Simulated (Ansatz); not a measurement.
# Geometry relaxation, with input and output: B32N33 (part 5 of 5)

The same run, continued: B32N33 (defect cell, 65 atoms in the cell); DFT PBE, scalar-relativistic, plane waves, PAW, spin-polarised (Ansatz 0.2.0); cutoff 420 eV, 3×3×3 k-mesh, Gaussian smearing of 0.05 eV, collinear spins. The structure derives from a Materials Project entry.

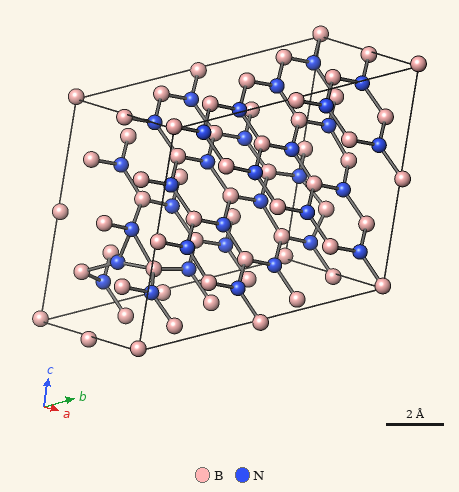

Fig. 1: The geometry at step 9 of the log (ball-and-stick view of the cell of the calculation, seen slightly off an axis).

Trajectory as extended XYZ, continued:
```
65
Lattice="-5.0045 -2.8893 6.7459 5.0045 -2.8893 6.7459 0.0000 5.7787 6.7459" Properties=species:S:1:pos:R:3:forces:R:3 step=8 energy=-17735.80781
B    -2.5309   -1.3699   13.5178    0.0201  -0.0037   0.0087
B     2.5345   -0.0832   10.1478   -0.0796   0.0783  -0.0268
B     1.2757    2.0848   10.0639    0.0080   0.0179   0.0131
B     0.0236   -0.0806   10.0952    0.0218  -0.0815   0.0447
B    -0.0368   -1.3702   13.5236    0.0276  -0.0043  -0.0439
B     0.0125   -2.9731   16.8968    0.0821   0.0702  -0.0251
B     0.0147    1.5705    6.7608    0.2030  -0.2189  -0.2327
B    -1.2838    0.7953   13.5214    0.0368   0.0518  -0.0137
B    -1.2292   -0.8033   16.8270    0.0130   0.0574   0.0205
B     3.7217    0.8120   13.5736   -0.0375   0.0349  -0.0075
B    -2.4784    1.3648   16.7857    0.0234   0.0325  -0.0132
B     2.4693    2.9655   13.5612   -0.0006   0.0166  -0.0027
B     1.2150   -0.6612    6.7667   -0.0392  -0.0244   0.0222
B     2.4237   -1.3223   13.5005   -0.1301  -0.1641  -0.0951
B    -2.4835   -0.0826   10.0921    0.0449  -0.0062   0.0415
B     1.2064    0.8076   13.5631    0.0342  -0.0122   0.0153
B     1.2699   -0.8066   16.7963    0.0155   0.0634  -0.0109
B    -3.7721    0.8089   13.5716   -0.0447  -0.0323   0.0506
B    -0.0279    2.9539   13.5378   -0.0176   0.0738   0.0049
B     0.0196    1.3651   16.7690    0.0194   0.0334   0.0520
B    -0.0326    0.0753   20.3221   -0.0022   0.0280  -0.0320
B     0.0293    4.2548   10.0329   -0.0061   0.0467  -0.0098
B    -1.2304   -2.2445   10.0497    0.0366  -0.0462   0.0172
B    -1.2849   -3.5379   13.5501   -0.0141  -0.0298  -0.0373
B     3.7706   -2.2653   10.4214    0.0703  -0.1643   0.0809
B    -1.2292    2.0897   10.0657   -0.0112   0.0549   0.0309
B     2.5162    1.3639   16.7609    0.0290   0.0650  -0.0083
B    -2.5385    2.9538   13.5496    0.0021   0.0968   0.0235
B     1.2708   -2.2477   10.0481   -0.0091  -0.1403  -0.0098
B     1.2183   -3.5526   13.5366    0.1010   0.0060  -0.0855
B    -3.7305   -2.2492   10.0716    0.0328  -0.1005  -0.0286
B    -1.2874   -0.7375    6.4679    0.0305   0.5040  -0.5560
N    -2.5554   -1.3944    6.7747   -0.0642  -0.0562   0.0558
N    -2.4760   -2.9698   10.0372   -0.0418   0.0299   0.0248
N    -3.7308   -0.8024   10.1304   -0.0366   0.0286  -0.0086
N     0.0408   -0.0883    3.2995   -0.0233   0.0673  -0.0916
N    -0.0143   -1.3943    6.7596    0.0495  -0.0466   0.0323
N     0.0168   -2.9687   10.0206    0.0202   0.0089   0.0129
N    -0.0366   -4.2599   13.5612    0.0107  -0.0026   0.0370
N    -1.2791    0.8588    6.5587   -0.1285   0.1609   0.1906
N    -1.2293   -0.8007   10.0879   -0.0112   0.0204  -0.0370
N    -1.2836   -2.0925   13.5200   -0.0082  -0.0304   0.0317
N    -2.4800    1.3642   10.0556   -0.0221  -0.0092   0.0265
N    -2.5347    0.0720   13.5272    0.0252  -0.0040  -0.0186
N    -3.7885    2.2399   13.5804    0.0004  -0.0090  -0.0409
N     2.4698   -1.3697    6.7991    0.0381   0.0051   0.0051
N     2.5063   -2.9774   10.0174   -0.1314   0.0443  -0.1730
N     1.2152    0.7988    6.7491    0.0280   0.0854   0.0490
N     1.2731   -0.8027   10.1186   -0.0112   0.0854   0.0075
N     1.2226   -2.0921   13.5064   -0.0506   0.0670   0.0332
N    -0.0249    2.9823    6.8398   -0.0218  -0.0143   0.0110
N     0.0215    1.3652   10.0780    0.0136   0.0099  -0.0446
N    -0.0315    0.0717   13.5180   -0.0500   0.0025   0.0364
N     0.0212   -1.5241   16.8339   -0.0122  -0.0478   0.0014
N    -1.2296    3.5314   10.0488   -0.0012  -0.0371  -0.0050
N    -1.2833    2.2335   13.5183   -0.0016  -0.0938  -0.0116
N    -1.2287    0.6425   16.8004   -0.0240  -0.0272  -0.0247
N     3.7760   -0.7865   10.2277   -0.0488  -0.0776   0.0268
N     2.5250    1.3664   10.0919   -0.0170  -0.0676   0.0066
N     2.4634    0.0915   13.5818    0.0597  -0.0529  -0.0408
N     1.2780    3.5272   10.0219   -0.0543  -0.0027   0.0362
N     1.2221    2.2397   13.5612   -0.0054  -0.0288  -0.0168
N     1.2684    0.6369   16.7498   -0.0081  -0.0011   0.0202
N     3.7207    2.2428   13.5478    0.0118   0.0132   0.0446
N    -1.2852    0.1824    5.2430    0.0573  -0.3244   0.6327
65
Lattice="-5.0045 -2.8893 6.7459 5.0045 -2.8893 6.7459 0.0000 5.7787 6.7459" Properties=species:S:1:pos:R:3:forces:R:3 step=9 energy=-17735.82334
B    -2.5085   -1.3714   13.5138    0.0047   0.0634  -0.0030
B     2.5135   -0.0817   10.1596    0.1141  -0.0764   0.0412
B     1.2567    2.0875   10.0753    0.0058  -0.0682  -0.0208
B     0.0053   -0.0816   10.1062   -0.0090   0.0535  -0.0353
B    -0.0228   -1.3710   13.5136   -0.0270   0.0405   0.0220
B    -0.0051   -2.9713   16.9020   -0.1163  -0.0806   0.0378
B     0.0444    1.5599    6.7255   -0.1511   0.3647   0.2132
B    -1.2658    0.7982   13.5168   -0.0301  -0.0371   0.0347
B    -1.2479   -0.8002   16.8421   -0.0071  -0.0849  -0.0169
B     3.7378    0.8078   13.5528    0.0224  -0.0306   0.0007
B    -2.4970    1.3676   16.7943   -0.0123  -0.0441  -0.0001
B     2.4866    2.9630   13.5596    0.0083  -0.0558   0.0269
B     1.2350   -0.6631    6.7651    0.0271  -0.0810   0.0181
B     2.4298   -1.3307   13.4807    0.1188   0.3278   0.0608
B    -2.5010   -0.0812   10.1063   -0.0254   0.0243  -0.0366
B     1.2233    0.8050   13.5548    0.0126   0.0281  -0.0235
B     1.2518   -0.8016   16.8167   -0.0197  -0.0816   0.0086
B    -3.7557    0.8055   13.5589    0.0045   0.0404  -0.0616
B    -0.0117    2.9577   13.5330    0.0296  -0.0899   0.0298
B     0.0018    1.3679   16.7932   -0.0237  -0.0518  -0.0362
B    -0.0146    0.0736   20.3076    0.0043  -0.0572   0.0244
B     0.0099    4.2583   10.0251    0.0243  -0.0396  -0.0131
B    -1.2479   -2.2452   10.0625   -0.0101   0.0735  -0.0202
B    -1.2662   -3.5425   13.5447    0.0149  -0.0173   0.0188
B     3.7557   -2.2785   10.4412   -0.0037   0.2465  -0.2055
B    -1.2481    2.0941   10.0784    0.0076  -0.1025  -0.0079
B     2.4987    1.3692   16.7651   -0.0242  -0.0694  -0.0025
B    -2.5203    2.9588   13.5364   -0.0396  -0.1387  -0.0024
B     1.2524   -2.2504   10.0559   -0.0083   0.1530   0.0352
B     1.2377   -3.5525   13.5118   -0.0862  -0.0819   0.0523
B    -3.7484   -2.2505   10.0579   -0.0224   0.1267   0.0273
B    -1.2675   -0.7256    6.4497    0.0695  -0.2227   0.1968
N    -2.5378   -1.3929    6.7649    0.0696   0.1093  -0.0758
N    -2.4952   -2.9679   10.0430    0.0336  -0.0170  -0.0123
N    -3.7503   -0.8008   10.1238    0.0551  -0.0705   0.0195
N     0.0204   -0.0846    3.2747   -0.0525  -0.0412   0.1054
N     0.0050   -1.3933    6.7630   -0.0509   0.0924  -0.0450
N    -0.0007   -2.9677   10.0421   -0.0279  -0.0152  -0.0084
N    -0.0174   -4.2631   13.5505    0.0244   0.0737  -0.0342
N    -1.2651    0.8666    6.5885    0.0135  -0.1405  -0.2246
N    -1.2481   -0.7997   10.0924    0.0091  -0.0560   0.0390
N    -1.2657   -2.0970   13.5234    0.0054   0.0070  -0.0276
N    -2.4991    1.3668   10.0845    0.0102   0.0236  -0.0148
N    -2.5153    0.0712   13.5224    0.0039  -0.0253  -0.0057
N    -3.7700    2.2385   13.5572    0.0195   0.0214   0.0372
N     2.4896   -1.3734    6.8010   -0.0206   0.0458  -0.0118
N     2.4874   -2.9736   10.0127    0.0921  -0.0305   0.1328
N     1.2402    0.7968    6.7343    0.0455  -0.0872  -0.0180
N     1.2539   -0.8004   10.1289   -0.0328  -0.1078  -0.0057
N     1.2326   -2.0930   13.4830   -0.0063  -0.0736  -0.0024
N    -0.0065    2.9781    6.8100    0.0348  -0.1406  -0.0216
N     0.0030    1.3667   10.0788   -0.0123   0.0131   0.0405
N    -0.0173    0.0712   13.5242    0.0327  -0.0303  -0.0380
N     0.0022   -1.5234   16.8457    0.0180   0.0842  -0.0036
N    -1.2480    3.5335   10.0465   -0.0131   0.0846   0.0261
N    -1.2661    2.2337   13.5082    0.0011   0.0659   0.0039
N    -1.2478    0.6439   16.8107    0.0085   0.0602   0.0417
N     3.7564   -0.7912   10.2493    0.0030   0.0230   0.0174
N     2.5061    1.3660   10.1061   -0.0050   0.0898  -0.0171
N     2.4790    0.0873   13.5516   -0.0467  -0.0844   0.0311
N     1.2577    3.5299   10.0350    0.0137   0.0272  -0.0288
N     1.2379    2.2379   13.5561   -0.0025   0.0211   0.0043
N     1.2507    0.6406   16.7737    0.0108   0.0307  -0.0151
N     3.7384    2.2395   13.5493   -0.0159   0.0206  -0.0312
N    -1.2572    0.1807    5.2728   -0.0697  -0.0044  -0.2184
65
Lattice="-5.0045 -2.8893 6.7459 5.0045 -2.8893 6.7459 0.0000 5.7787 6.7459" Properties=species:S:1:pos:R:3:forces:R:3 step=11 energy=-17735.83821
B    -2.5050   -1.3721   13.5156   -0.0011   0.0044  -0.0026
B     2.5089   -0.0813   10.1592    0.0100   0.0036   0.0011
B     1.2513    2.0875   10.0694    0.0018  -0.0016  -0.0044
B    -0.0005   -0.0795   10.1047    0.0026   0.0013   0.0041
B    -0.0159   -1.3722   13.5147   -0.0005   0.0070   0.0038
B    -0.0116   -2.9707   16.9047   -0.0101   0.0044   0.0033
B     0.0439    1.5637    6.7364    0.0230   0.0165   0.0129
B    -1.2605    0.7951   13.5202   -0.0022  -0.0004   0.0038
B    -1.2535   -0.8000   16.8400   -0.0001  -0.0089  -0.0009
B     3.7440    0.8079   13.5626   -0.0012   0.0021   0.0035
B    -2.5027    1.3681   16.7886   -0.0002  -0.0038   0.0009
B     2.4925    2.9620   13.5670   -0.0013  -0.0032   0.0005
B     1.2400   -0.6653    6.7686   -0.0024  -0.0012   0.0015
B     2.4398   -1.3261   13.4820   -0.0254   0.0183  -0.0017
B    -2.5067   -0.0796   10.1052   -0.0027   0.0027  -0.0019
B     1.2293    0.8050   13.5616   -0.0064  -0.0004  -0.0009
B     1.2461   -0.8019   16.8148   -0.0033  -0.0049  -0.0037
B    -3.7502    0.8050   13.5625    0.0099   0.0034  -0.0018
B    -0.0057    2.9546   13.5395   -0.0036  -0.0101  -0.0005
B    -0.0044    1.3681   16.7881   -0.0016  -0.0052  -0.0022
B    -0.0090    0.0727   20.3131    0.0002  -0.0042  -0.0014
B     0.0050    4.2590   10.0192   -0.0039  -0.0173  -0.0021
B    -1.2536   -2.2429   10.0598   -0.0003   0.0027  -0.0003
B    -1.2605   -3.5426   13.5467   -0.0002  -0.0009  -0.0028
B     3.7508   -2.2723   10.4258   -0.0008   0.0349  -0.0165
B    -1.2536    2.0939   10.0762    0.0014  -0.0036   0.0051
B     2.4923    1.3695   16.7642    0.0055  -0.0171  -0.0013
B    -2.5153    2.9547   13.5388    0.0052  -0.0118  -0.0009
B     1.2466   -2.2473   10.0573   -0.0077   0.0133   0.0040
B     1.2435   -3.5547   13.5132    0.0018   0.0001   0.0051
B    -3.7540   -2.2474   10.0581    0.0070   0.0109   0.0041
B    -1.2603   -0.7318    6.4463    0.0057  -0.0311  -0.0156
N    -2.5310   -1.3950    6.7579   -0.0027   0.0153  -0.0005
N    -2.5003   -2.9667   10.0390   -0.0016   0.0023  -0.0024
N    -3.7553   -0.7998   10.1287    0.0041  -0.0121   0.0030
N     0.0155   -0.0835    3.2706   -0.0014  -0.0025   0.0068
N     0.0099   -1.3950    6.7599    0.0041   0.0135   0.0014
N    -0.0069   -2.9667   10.0381   -0.0004   0.0027   0.0002
N    -0.0115   -4.2630   13.5509    0.0027   0.0028  -0.0006
N    -1.2602    0.8640    6.5634    0.0023   0.0095  -0.0094
N    -1.2536   -0.7985   10.0946    0.0001  -0.0049   0.0006
N    -1.2605   -2.0970   13.5206    0.0015  -0.0014  -0.0009
N    -2.5044    1.3678   10.0804    0.0001   0.0017  -0.0022
N    -2.5107    0.0697   13.5226    0.0035  -0.0007  -0.0010
N    -3.7649    2.2373   13.5649   -0.0010   0.0053   0.0034
N     2.4950   -1.3736    6.8050   -0.0014   0.0016   0.0025
N     2.4817   -2.9728   10.0153    0.0028  -0.0035   0.0060
N     1.2425    0.7955    6.7416    0.0014   0.0006   0.0014
N     1.2481   -0.7997   10.1288   -0.0051  -0.0141   0.0004
N     1.2410   -2.0940   13.4866    0.0030  -0.0008  -0.0002
N    -0.0015    2.9774    6.8217   -0.0082  -0.0225  -0.0091
N    -0.0026    1.3679   10.0802   -0.0039   0.0007  -0.0001
N    -0.0104    0.0697   13.5221    0.0025  -0.0034  -0.0032
N    -0.0032   -1.5217   16.8475    0.0008   0.0002   0.0008
N    -1.2535    3.5351   10.0463   -0.0033   0.0174   0.0022
N    -1.2605    2.2316   13.5149   -0.0005   0.0049  -0.0003
N    -1.2535    0.6450   16.8109   -0.0008   0.0090   0.0028
N     3.7509   -0.7882   10.2454    0.0002  -0.0066   0.0035
N     2.5006    1.3677   10.1021   -0.0005   0.0013   0.0003
N     2.4851    0.0877   13.5659    0.0065  -0.0118  -0.0013
N     1.2527    3.5305   10.0233   -0.0008   0.0024   0.0010
N     1.2439    2.2372   13.5650    0.0051   0.0027   0.0014
N     1.2447    0.6411   16.7680    0.0002   0.0030   0.0027
N     3.7440    2.2394   13.5525   -0.0003   0.0022  -0.0029
N    -1.2573    0.1738    5.2556   -0.0085  -0.0148   0.0015
```

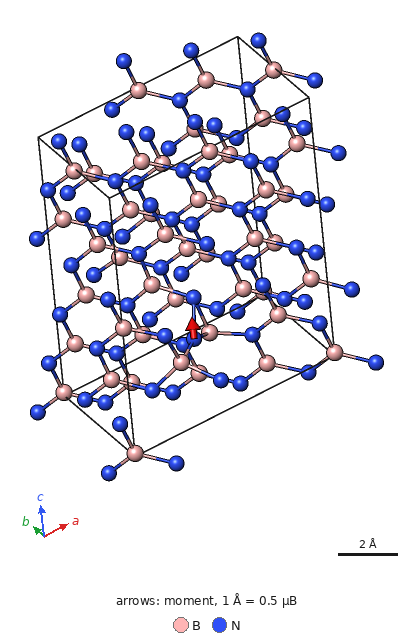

Fig. 2: Magnetic moments of the sites as red arrows (ball-and-stick view of the cell of the calculation, seen slightly off an axis; bonded neighbours outside the cell are drawn too); small moments hardly show. The run is collinear, so the axis drawn is arbitrary. Site moments: N65 (0.39 μB). They are counted near the atoms and needn't add up to the moment of the cell. Atoms are counted from 1 in the order of the input.
